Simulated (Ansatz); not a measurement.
**TiSi$_{2}$: geometry relaxation**

TiSi$_{2}$ (Cmcm, 6 atoms in the cell), computed with DFT PBE, scalar-relativistic, plane waves, PAW, no spin polarisation (Ansatz 0.2.0).

The structure was made by swapping elements on the sites of another compound; it need not be a known phase. It belongs to a series of runs on one base structure; here: Zr -> Ti on all its sites, cell and atoms relaxed. Figures and captions count atoms from 1; the log counts them from 0 in places.

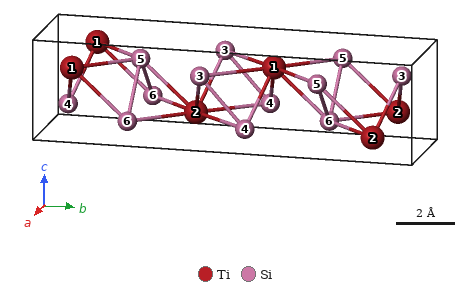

The starting structure (ball-and-stick view of the cell 2 times as large as that of the calculation, set on its symmetry axes, seen slightly off an axis; atoms are numbered from 1 in the order of the input). An atom can appear more than once, as a periodic image. Near neighbours in the periodic cell (some may lie outside the picture): Ti has 10 Si at 2.59 to 2.83 Å; Si has 2 Si at 2.41 Å and 6 Ti at 2.59 to 2.83 Å; Si has 4 Si at 2.52 Å and 4 Ti at 2.67 Å.

## The input
```yaml
crystal:
  lattice:
    - [1.774134103, -6.7781006771, 0.0]
    - [1.774134103, 6.7781006771, 0.0]
    - [0.0, 0.0, 3.5824401955]
  atoms:
    - { symbol: Ti, position: [0.8969706148, 0.1030293852, 0.75] }
    - { symbol: Ti, position: [0.1030293852, 0.8969706148, 0.25] }
    - { symbol: Si, position: [0.5594811763, 0.4405188237, 0.75] }
    - { symbol: Si, position: [0.4405188237, 0.5594811763, 0.25] }
    - { symbol: Si, position: [0.2493441438, 0.7506558562, 0.75] }
    - { symbol: Si, position: [0.7506558562, 0.2493441438, 0.25] }
basis:
  ecutwfc: 420
kpoints:
  mp_grid: { grid: [10, 10, 10] }
hamiltonian:
  xc: pbe
scf:
  occupations: { method: gaussian, width: 0.1 }
output:
  forces: true
  stress: true
  eigenvalues: true
relax:
  adjacent_minimum: "off"
  f_tol: 0.01
  max_steps: 60
  cell: { stress_tol: 0.1 }
```

Hardware: 2 threads of AMD EPYC (Zen 3), 32 GiB of memory available, shared host.

Command:
```bash
ansatz run input.yaml --threads 2 --pin off --max-ram 5120MiB --backend cpu --events-out ev --progress --plain --runs-dir out
```

## What the program printed
```
Engine: ansatz 0.2.0, x86_64-unknown-linux-gnu
Pseudopotentials: kind: paw
Pseudopotential: Ti, paw, valence charge 12, recommended cutoff 420 eV (normal), Ti.paw.azcp
Pseudopotential: Si, paw, valence charge 4, recommended cutoff 420 eV (normal), Si.paw.azcp
Functional definition: PBE
  parameter kappa = 0.804
  parameter beta = 0.06672455060314922
  exchange = pbe_x(kappa = kappa, mu = beta*pi^2/3)
  correlation = pbe_c(beta = beta)
Crystal: 6 atoms, lattice volume = 86.160 Å³
Basis set: ecut = 420 eV, 1685 PW (Γ), exchange–correlation on 96×96×48 points (8 copies of the dense FFT grid, shifted against one another)
Bands: 26, of which v1, the nominal top of the filled ones, is band 20 counted from 1 (19 counted from 0)
Symmetry: 8 space group operations
Space group: Cmcm (ITA 63), of the structure as read, at distance tolerance 4.4e-5 Å
k-points: 186 of 1000
Non-local potential: Ti, projectors of the file, l = 0: 3, l = 1: 2, l = 2: 3, l = 3: 1
Non-local potential: Si, projectors of the file, l = 0: 2, l = 1: 2, l = 2: 2
PAW form: soft (Blöchl's): semilocal exchange-correlation on the pseudo side does not see the compensation charge
PAW one-centre angular grid: Ti, 590 points (default); XC on 64 Gauss nodes
PAW one-centre angular grid: Si, 110 points (default); XC on 64 Gauss nodes
Initial density: superposition of atomic densities (neutral atoms: chi_scale 0, normalization atom), corrected by the library's trained network
Initial wavefunctions: pseudopotential atomic-orbital guess
Functional: x = pbe(κ = 0.804, μ = 0.2195149727645171), c = pbe(β = 0.06672455060314922)
SCF iter   1: F=—  HF=-7545.976283 eV  |F-HF|=—  |Δ(HF+E_count)|=         —  Δρ=5.85e-3  dr2=4.61e-2  ethr=1.77e-3  ⟨swp⟩=6.0  Hψ=23827  notcnv=0
preconditioner: auto → Kerker (q_TF=auto, 2.401 Å⁻¹)  [metal: Δε(μ)=0.011 eV  Ē_g=6.346 eV  σ=0.100 eV  W_gap=0.06  n_scr=18 (ndim 8)  ℏωp=19.6 eV  f_vac=0.000  D(μ)=1.60/eV (n_scr^D=8)]
SCF iter   2: F=—  HF=-7545.971269 eV  |F-HF|=—  |Δ(HF+E_count)|=   5.01e-3  Δρ=2.35e-3  dr2=7.85e-3  ethr=1.15e-4  ⟨swp⟩=1.4  Hψ=6446  notcnv=0  defer=3
SCF iter   3: F=—  HF=-7545.970658 eV  |F-HF|=—  |Δ(HF+E_count)|=   6.11e-4  Δρ=6.10e-4  dr2=6.84e-4  ethr=1.96e-5  ⟨swp⟩=2.0  Hψ=5280  notcnv=0  defer=3
SCF iter   4: F=—  HF=-7545.970597 eV  |F-HF|=—  |Δ(HF+E_count)|=   6.13e-5  Δρ=1.21e-4  dr2=2.81e-5  ethr=1.71e-6  ⟨swp⟩=2.1  Hψ=5685  notcnv=0  defer=3
SCF iter   5: F=—  HF=-7545.970708 eV  |F-HF|=—  |Δ(HF+E_count)|=   1.11e-4  Δρ=2.78e-5  dr2=1.02e-6  ethr=7.03e-8  ⟨swp⟩=2.0  Hψ=6192  notcnv=0  defer=3
SCF iter   6: F=-7545.970708 eV  HF=-7545.970708 eV  |F-HF|=2.34e-8  |Δ(HF+E_count)|=   2.01e-8  Δρ=5.84e-6  dr2=4.11e-8  ethr=2.50e-10  ⟨swp⟩=8.6  Hψ=21571  notcnv=0
SCF 1 converged in 6 iterations: F = -7545.970708 eV  dr2 = 4.11e-8
  greatest PAW one-centre occupation: 0.999 electrons in one spin orbital (limit 2), on the Ti atom at site 1 (counted from 0), in its partial waves of l = 0
relax step   1: F+E_penalty+E_count = -7545.97070806 eV  Δ(F+E_penalty+E_count) = +0.000e0 eV  max|allowed force component| = 5.536e-2 eV/Å  Δτ_max = 0.0000 Å  P = -0.199 GPa  Ω = 86.160 Å³  (6 SCF iters, dr2 threshold 1.00e-7 eV, accepted)
Crystal: 6 atoms, lattice volume = 86.109 Å³
Initial density: handed on by an earlier stage of this run
Initial wavefunctions: those handed on with the density
iter 1 solved again at ethr=7.18e-7 eV; its pass at ethr=3.10e-3 eV (dr2=2.87e-4 eV) is discarded
SCF iter   1: F=—  HF=-7545.971230 eV  |F-HF|=—  |Δ(HF+E_count)|=         —  Δρ=3.27e-4  dr2=2.97e-4  ethr=7.18e-7  ⟨swp⟩=2.1  Hψ=22374  notcnv=0
preconditioner: auto → Kerker (q_TF=auto, 2.401 Å⁻¹)  [metal: Δε(μ)=0.019 eV  Ē_g=6.394 eV  σ=0.100 eV  W_gap=0.11  n_scr=18 (ndim 8)  ℏωp=19.6 eV  f_vac=0.000  D(μ)=1.49/eV (n_scr^D=4)]
SCF iter   2: F=—  HF=-7545.971211 eV  |F-HF|=—  |Δ(HF+E_count)|=   1.86e-5  Δρ=1.81e-4  dr2=1.07e-4  ethr=7.18e-7  ⟨swp⟩=1.1  Hψ=4858  notcnv=0
SCF iter   3: F=—  HF=-7545.971293 eV  |F-HF|=—  |Δ(HF+E_count)|=   8.21e-5  Δρ=3.84e-5  dr2=5.44e-6  ethr=2.68e-7  ⟨swp⟩=2.0  Hψ=5648  notcnv=0
iter 4 did not close the SCF: its close was put off for the readings that it lacked (scf_convergence_deferred on its scf_iter line)
SCF iter   4: F=-7545.971292 eV  HF=-7545.971292 eV  |F-HF|=9.63e-8  |Δ(HF+E_count)|=   9.43e-7  Δρ=1.24e-5  dr2=1.69e-7  ethr=1.36e-8  ⟨swp⟩=2.0  Hψ=6002  notcnv=0
iter 5 did not close the SCF: its close was put off for the readings that it lacked (scf_convergence_deferred on its scf_iter line)
SCF iter   5: F=-7545.971292 eV  HF=-7545.971292 eV  |F-HF|=4.46e-9  |Δ(HF+E_count)|=   1.61e-8  Δρ=3.40e-6  dr2=9.59e-9  ethr=4.23e-10  ⟨swp⟩=2.2  Hψ=7010  notcnv=0
SCF iter   6: F=-7545.971292 eV  HF=-7545.971292 eV  |F-HF|=1.39e-10  |Δ(HF+E_count)|=  8.05e-10  Δρ=6.71e-7  dr2=3.29e-10  ethr=2.40e-11  ⟨swp⟩=1.2  Hψ=13850  notcnv=0
SCF 2 converged in 6 iterations: F = -7545.971292 eV  dr2 = 3.29e-10
relax step   2: F+E_penalty+E_count = -7545.97129227 eV  Δ(F+E_penalty+E_count) = -5.842e-4 eV  max|allowed force component| = 2.730e-2 eV/Å  Δτ_max = 0.0051 Å  P = -0.042 GPa  Ω = 86.109 Å³  energy of the carried Pulay correction = +7.982e-6 eV  (6 SCF iters, dr2 threshold 2.05e-7 eV, accepted)
Crystal: 6 atoms, lattice volume = 86.086 Å³
iter 1 solved again at ethr=2.86e-7 eV; its pass at ethr=3.10e-3 eV (dr2=1.15e-4 eV) is discarded
SCF iter   1: F=—  HF=-7545.971317 eV  |F-HF|=—  |Δ(HF+E_count)|=         —  Δρ=1.86e-4  dr2=1.20e-4  ethr=2.86e-7  ⟨swp⟩=2.2  Hψ=22279  notcnv=0
preconditioner: auto → Kerker (q_TF=auto, 2.401 Å⁻¹)  [metal: Δε(μ)=0.016 eV  Ē_g=6.394 eV  σ=0.100 eV  W_gap=0.09  n_scr=18 (ndim 8)  ℏωp=19.6 eV  f_vac=0.000  D(μ)=1.47/eV (n_scr^D=4)]
SCF iter   2: F=—  HF=-7545.971313 eV  |F-HF|=—  |Δ(HF+E_count)|=   4.19e-6  Δρ=1.15e-4  dr2=5.08e-5  ethr=2.86e-7  ⟨swp⟩=1.0  Hψ=4838  notcnv=0
SCF iter   3: F=—  HF=-7545.971411 eV  |F-HF|=—  |Δ(HF+E_count)|=   9.83e-5  Δρ=1.48e-5  dr2=2.54e-7  ethr=1.27e-7  ⟨swp⟩=2.0  Hψ=6391  notcnv=0
SCF iter   4: F=—  HF=-7545.971401 eV  |F-HF|=—  |Δ(HF+E_count)|=   1.02e-5  Δρ=3.94e-6  dr2=1.84e-8  ethr=6.36e-10  ⟨swp⟩=2.1  Hψ=7122  notcnv=0
iter 5 did not close the SCF: its close was put off for the readings that it lacked (scf_convergence_deferred on its scf_iter line)
SCF iter   5: F=-7545.971401 eV  HF=-7545.971401 eV  |F-HF|=1.44e-9  |Δ(HF+E_count)|=   2.72e-9  Δρ=1.41e-6  dr2=1.65e-9  ethr=4.60e-11  ⟨swp⟩=2.9  Hψ=8140  notcnv=0
SCF iter   6: F=-7545.971401 eV  HF=-7545.971401 eV  |F-HF|=7.09e-11  |Δ(HF+E_count)|=  3.92e-10  Δρ=3.07e-7  dr2=1.21e-10  ethr=4.13e-12  ⟨swp⟩=2.0  Hψ=14158  notcnv=0
SCF 3 converged in 6 iterations: F = -7545.971401 eV  dr2 = 1.21e-10
relax step   3: F+E_penalty+E_count = -7545.97140075 eV  Δ(F+E_penalty+E_count) = -1.085e-4 eV  max|allowed force component| = 6.252e-3 eV/Å  Δτ_max = 0.0025 Å  P = +0.010 GPa  Ω = 86.086 Å³  energy of the carried Pulay correction = +1.157e-5 eV  (6 SCF iters, dr2 threshold 4.66e-8 eV, accepted)
Initial wavefunctions: pseudopotential atomic-orbital guess (no wavefunctions were taken with the density)
iter 1 solved again at ethr=5.30e-8 eV; its pass at ethr=3.10e-3 eV (dr2=2.12e-5 eV) is discarded
SCF iter   1: F=—  HF=-7545.971282 eV  |F-HF|=—  |Δ(HF+E_count)|=         —  Δρ=2.50e-6  dr2=3.73e-9  ethr=5.30e-8  ⟨swp⟩=3.2  Hψ=36115  notcnv=0
eigensolver tolerance schedule: the retry pair's looser diagonalisation over-reported the residual by 5679.95 of it (diagonalisation noise at 0.11 of the residual, at the tolerance the schedule requests for it); recorded, not acted on — ethr = c·dr2/N_el stays at c = 1.0e-1
SCF iter   2: F=—  HF=-7545.971391 eV  |F-HF|=—  |Δ(HF+E_count)|=   1.09e-4  Δρ=1.10e-6  dr2=6.54e-10  ethr=9.33e-12  ⟨swp⟩=3.0  Hψ=10696  notcnv=0
SCF iter   3: F=—  HF=-7545.971391 eV  |F-HF|=—  |Δ(HF+E_count)|=  1.06e-10  Δρ=7.50e-7  dr2=2.53e-10  ethr=1.63e-12  ⟨swp⟩=1.0  Hψ=4838  notcnv=0
iter 4 did not close the SCF: its close was put off for the readings that it lacked (scf_convergence_deferred on its scf_iter line)
SCF iter   4: F=-7545.971391 eV  HF=-7545.971391 eV  |F-HF|=1.82e-12  |Δ(HF+E_count)|=  1.22e-10  Δρ=6.25e-8  dr2=4.70e-12  ethr=1.00e-12  ⟨swp⟩=2.4  Hψ=6372  notcnv=0
iter 5 did not close the SCF: its close was put off for the readings that it lacked (scf_convergence_deferred on its scf_iter line)
SCF iter   5: F=-7545.971391 eV  HF=-7545.971391 eV  |F-HF|=0.00e0  |Δ(HF+E_count)|=    0.00e0  Δρ=4.75e-8  dr2=2.22e-12  ethr=1.00e-12  ⟨swp⟩=1.0  Hψ=4836  notcnv=0
iter 6 did not close the SCF: its close was put off for the readings that it lacked (scf_convergence_deferred on its scf_iter line)
SCF iter   6: F=-7545.971391 eV  HF=-7545.971391 eV  |F-HF|=1.82e-12  |Δ(HF+E_count)|=  1.82e-12  Δρ=2.86e-8  dr2=4.67e-13  ethr=1.00e-12  ⟨swp⟩=1.0  Hψ=4836  notcnv=0
iter 7 did not close the SCF: its close was put off for the readings that it lacked (scf_convergence_deferred on its scf_iter line)
SCF iter   7: F=-7545.971391 eV  HF=-7545.971391 eV  |F-HF|=2.73e-12  |Δ(HF+E_count)|=  3.64e-12  Δρ=1.79e-8  dr2=1.90e-13  ethr=1.00e-12  ⟨swp⟩=1.0  Hψ=4836  notcnv=0
SCF iter   8: F=-7545.971391 eV  HF=-7545.971391 eV  |F-HF|=2.73e-12  |Δ(HF+E_count)|=  3.64e-12  Δρ=1.03e-8  dr2=6.03e-14  ethr=1.00e-12  ⟨swp⟩=1.0  Hψ=10467  notcnv=0
SCF 4 converged in 8 iterations: F = -7545.971391 eV  dr2 = 6.03e-14
relax step   4: F+E_penalty+E_count = -7545.97139101 eV  Δ(F+E_penalty+E_count) = +9.747e-6 eV  max|allowed force component| = 6.258e-3 eV/Å  Δτ_max = 0.0000 Å  P = +0.010 GPa  Ω = 86.086 Å³  stress off target by 3.88e-2 GPa  SCF on the basis re-selected at this cell (its energy is not comparable with the rows above)  (8 SCF iters)
```

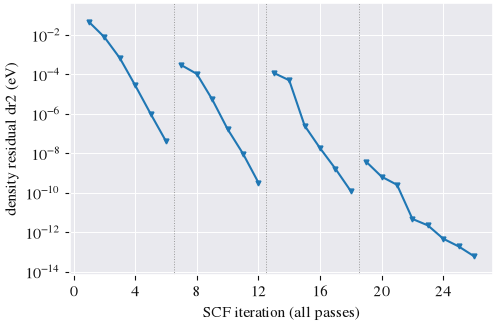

Convergence of the self-consistent field: density residual dr2 against the SCF iteration. The dotted lines part the SCF passes of the relaxation: geometry steps, rejected trials and re-solves on a re-selected basis. The passes take 6, 6, 6 and 8 iterations.

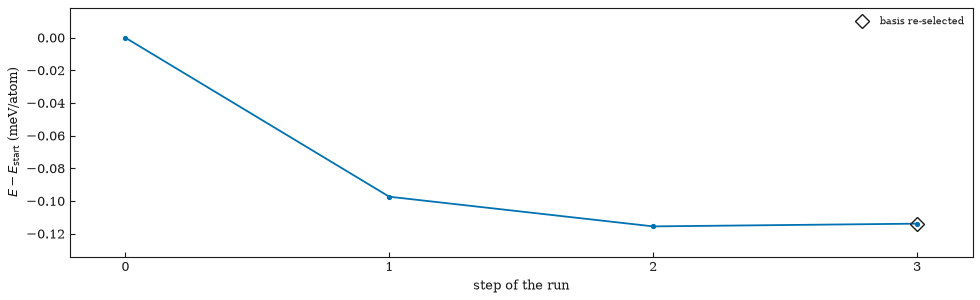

Progress of the relaxation, step by step (the first geometry is step 0 here and step 1 in the log). The energy falls by 0.1 meV per atom in 2 geometry steps. Largest force component: 0.055 eV/Å at the start, 0.0063 eV/Å at the end. The pressure goes from −0.20 to 0.01 GPa. The largest moves relative to the cell, 0.007 Å, are those of Si5 and Si6. Largest moves by element: Si 0.007 Å, Ti 0.002 Å. Cell: a 3.548 → 3.547 Å (0.0 %), b 13.556 → 13.560 Å (0.0 %), c 3.582 → 3.579 Å (−0.1 %). Volume −0.1 %. Among the contacts that change: Si3–Si4 2.410 → 2.403 Å, Ti1–Si5 2.674 → 2.668 Å. The space group stays Cmcm (No. 63). A last SCF at the same geometry on a re-selected plane-wave basis shifts the energy by +0.0 meV per atom. (Atoms are counted from 1 in the order of the input.)

```
basis re-selected at this cell: Δ(F+E_penalty+E_count) = +9.747e-6 eV, ΔP = -0.000 GPa vs the last step (what re-selecting the basis moved, of the pressure what is left beyond the Pulay correction that the steps carried, after the strain that the cell walked since its last selection, with what the two solves' SCF thresholds leave and, on support functions, any second-order correction that the steps lacked; it is no measure of the basis error at this ecutwfc). This SCF's stress stands 3.88e-2 GPa from its target on what of the cell is left free (relax.cell.stress_tol is 1.00e-1 GPa) and its largest allowed force component is 6.26e-3 eV/Å (relax.f_tol is 1.00e-2 eV/Å): within both
SCF converged after 8 iterations
Free energy (F): -7545.971391 eV
Harris-Foulkes:  -7545.971391 eV  (|F-HF|=2.73e-12)
Internal energy: -7545.964016 eV  (E = F + TS)
E sigma→0 (E₀):  -7545.967704 eV
Entropy (-TS):   -0.007375 eV (-1.229 meV/atom)
Fermi energy:    12.776203 eV
--- Per-component energies (eV) ---
  E_band       = -230.194393
  E_kinetic    = 718.904470
  E_local      = -2080.508639  (includes V_loc(G=0)·N_el)
  E_nonlocal   = 118.418963
  E_hartree    = 903.219401
  E_xc         = -422.753844
  E_vxc        = -440.555493  (∫ρ·V_xc dr)
  E_paw        = -4146.861853  (= ΣΔE_a)
  E_vpaw       = -352.892773  (= ΣTr[D̂ρ^β])
  E_aug_tail   = 0.000285  (compensation charges beyond the density's cutoff)
  E_ewald      = -2636.382799
  E_smearing   = -0.007375  (= −TS)
  E_closure    = -0.000000  (closes the sum)
  Σ components = -7545.971391   (vs F -7545.971391, Δ=0.00e0)
--- Forces (eV/Å), atoms counted from 1 ---
  atom   1  Ti     0.00000000     0.00625791    -0.00000000
  atom   2  Ti    -0.00000000    -0.00625791     0.00000000
  atom   3  Si    -0.00000000     0.00098681     0.00000000
  atom   4  Si     0.00000000    -0.00098681    -0.00000000
  atom   5  Si     0.00000000     0.00437412    -0.00000000
  atom   6  Si    -0.00000000    -0.00437412     0.00000000
  max |Σ_I F_I| component: 2.78e-17 eV/Å
--- Stress (GPa, compression-positive) ---
        0.038818      -0.000000       0.000000
       -0.000000      -0.008435       0.000000
        0.000000       0.000000      -0.000794
  P = ⅓ Tr σ = 0.0099 GPa (0.099 kbar)
--- Band table (eV; the first three rows and the last of 186) ---
  k-point 0: bands = ["-44.0370", "-44.0281", "-20.3873", "-20.3520", "-20.3456", "-20.3397", "-20.3203", "-20.3034", "-0.2191", "2.0048", "4.2685", "9.4020", "9.7199", "9.8756", "10.2703", "10.2841", "10.6617", "10.7284", "10.7473", "13.2462", "13.4815", "13.5872", "13.6708", "14.1046", "14.1834", "14.8540"]
  k-point 1: bands = ["-44.0364", "-44.0280", "-20.3859", "-20.3523", "-20.3511", "-20.3395", "-20.3255", "-20.3032", "-0.1015", "2.1044", "4.3744", "8.2513", "9.2596", "9.9416", "10.2549", "10.6861", "10.6923", "10.7344", "11.1205", "13.0007", "13.3074", "13.5022", "13.8508", "14.5021", "14.5038", "14.8771"]
  k-point 2: bands = ["-44.0349", "-44.0278", "-20.3838", "-20.3686", "-20.3489", "-20.3390", "-20.3369", "-20.3045", "0.2485", "2.4023", "4.6515", "6.8323", "8.0235", "9.9836", "10.1201", "10.6880", "10.8197", "10.9149", "11.8994", "12.5667", "13.0604", "13.2258", "14.2737", "14.3511", "14.8999", "15.0060"]
  k-point 185: bands = ["-44.0291", "-44.0291", "-20.4071", "-20.4071", "-20.3404", "-20.3404", "-20.3247", "-20.3247", "2.9703", "2.9703", "3.6007", "3.6007", "9.2254", "9.2254", "9.4629", "9.4629", "10.7551", "10.7551", "11.9216", "11.9216", "13.2467", "13.2467", "14.4339", "14.4339", "15.1828", "15.1828"]
--- Relaxed structure (3 steps of the walk, 3 accepted, 1 SCFs on fresh bases) ---
  F+E_penalty+E_count = -7545.97139101 eV   max|allowed force component| = 6.258e-3 eV/Å   (the final SCF, on the basis selected at the relaxed cell)
  cell:  # Å, volume = 86.0858 Å³
    - [1.7737026963427593, -6.780015285856024, 0.0]
    - [1.7737026963427593, 6.780015285856024, 0.0]
    - [0.0, 0.0, 3.579234632305975]
  atoms:
    - { symbol: Ti, position: [0.8968512188845066, 0.1031487811154933, 0.7499999999999999] }
    - { symbol: Ti, position: [0.1031487811154933, 0.8968512188845066, 0.25] }
    - { symbol: Si, position: [0.5591517511630049, 0.44084824883699514, 0.7499999999999999] }
    - { symbol: Si, position: [0.44084824883699514, 0.5591517511630049, 0.25] }
    - { symbol: Si, position: [0.2498722576306155, 0.7501277423693843, 0.7499999999999999] }
    - { symbol: Si, position: [0.7501277423693843, 0.2498722576306155, 0.25] }
```

## Trajectory as extended XYZ (Å, eV, eV/Å), 4 frames, from step=1 to step=4
```
6
Lattice="1.7741 -6.7781 0.0000 1.7741 6.7781 0.0000 0.0000 0.0000 3.5824" Properties=species:S:1:pos:R:3:forces:R:3 step=1 energy=-7545.97071 pressure_GPa=-0.20
Ti    1.7741   -5.3814    2.6868    0.0000   0.0258   0.0000
Ti    1.7741    5.3814    0.8956    0.0000  -0.0258   0.0000
Si    1.7741   -0.8063    2.6868    0.0000   0.0554   0.0000
Si    1.7741    0.8063    0.8956    0.0000  -0.0554   0.0000
Si    1.7741    3.3979    2.6868    0.0000  -0.0491   0.0000
Si    1.7741   -3.3979    0.8956    0.0000   0.0491   0.0000
6
Lattice="1.7749 -6.7793 0.0000 1.7749 6.7793 0.0000 0.0000 0.0000 3.5782" Properties=species:S:1:pos:R:3:forces:R:3 step=2 energy=-7545.97129 pressure_GPa=-0.04
Ti    1.7749   -5.3799    2.6836    0.0000  -0.0111   0.0000
Ti    1.7749    5.3799    0.8945    0.0000   0.0111   0.0000
Si    1.7749   -0.8045    2.6836    0.0000   0.0273   0.0000
Si    1.7749    0.8045    0.8945    0.0000  -0.0273   0.0000
Si    1.7749    3.3934    2.6836    0.0000  -0.0136   0.0000
Si    1.7749   -3.3934    0.8945    0.0000   0.0136   0.0000
6
Lattice="1.7737 -6.7800 0.0000 1.7737 6.7800 0.0000 0.0000 0.0000 3.5792" Properties=species:S:1:pos:R:3:forces:R:3 step=3 energy=-7545.97140 pressure_GPa=0.01
Ti    1.7737   -5.3813    2.6844    0.0000   0.0063   0.0000
Ti    1.7737    5.3813    0.8948    0.0000  -0.0063   0.0000
Si    1.7737   -0.8021    2.6844    0.0000   0.0010   0.0000
Si    1.7737    0.8021    0.8948    0.0000  -0.0010   0.0000
Si    1.7737    3.3917    2.6844    0.0000   0.0044   0.0000
Si    1.7737   -3.3917    0.8948    0.0000  -0.0044   0.0000
6
Lattice="1.7737 -6.7800 0.0000 1.7737 6.7800 0.0000 0.0000 0.0000 3.5792" Properties=species:S:1:pos:R:3:forces:R:3 step=4 energy=-7545.97139 pressure_GPa=0.01
Ti    1.7737   -5.3813    2.6844    0.0000   0.0063   0.0000
Ti    1.7737    5.3813    0.8948    0.0000  -0.0063   0.0000
Si    1.7737   -0.8021    2.6844    0.0000   0.0010   0.0000
Si    1.7737    0.8021    0.8948    0.0000  -0.0010   0.0000
Si    1.7737    3.3917    2.6844    0.0000   0.0044   0.0000
Si    1.7737   -3.3917    0.8948    0.0000  -0.0044   0.0000
```

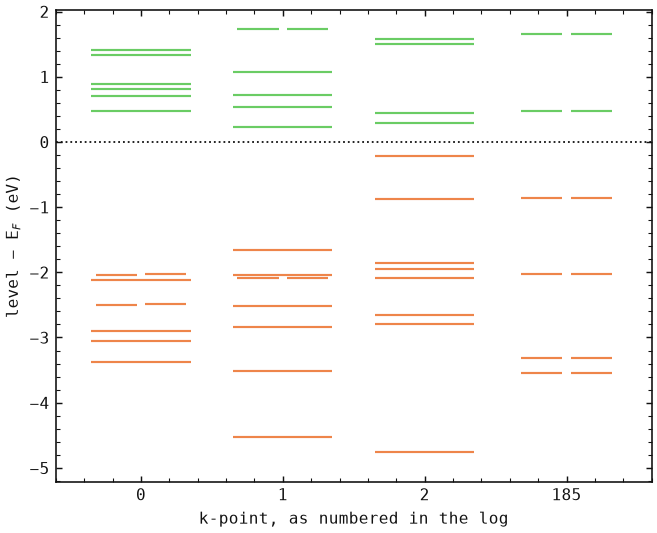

Kohn–Sham levels near the Fermi level (dotted) at the few k-points that the log prints; levels within 0.02 eV of each other stand side by side. The system is metallic on the full mesh.

## Key numbers

```csv
quantity,value
outcome,converged
space group (tolerance 0.01 Å),Cmcm (63)
electrons treated,40
free energy,−7545.9714 eV
Fermi energy,12.776 eV
gap on the k-point mesh,none (metallic)
pressure,0.01 GPa
final volume,86.09 Å³
largest force (length of the vector) at the end,0.006 eV/Å
final cell,"a = 7.008 Å, b = 7.008 Å, c = 3.579 Å, α = 90.00°, β = 90.00°, γ = 150.68°"
wall time,36 s (CPU time 71 s)
peak memory,0.68 GiB
```
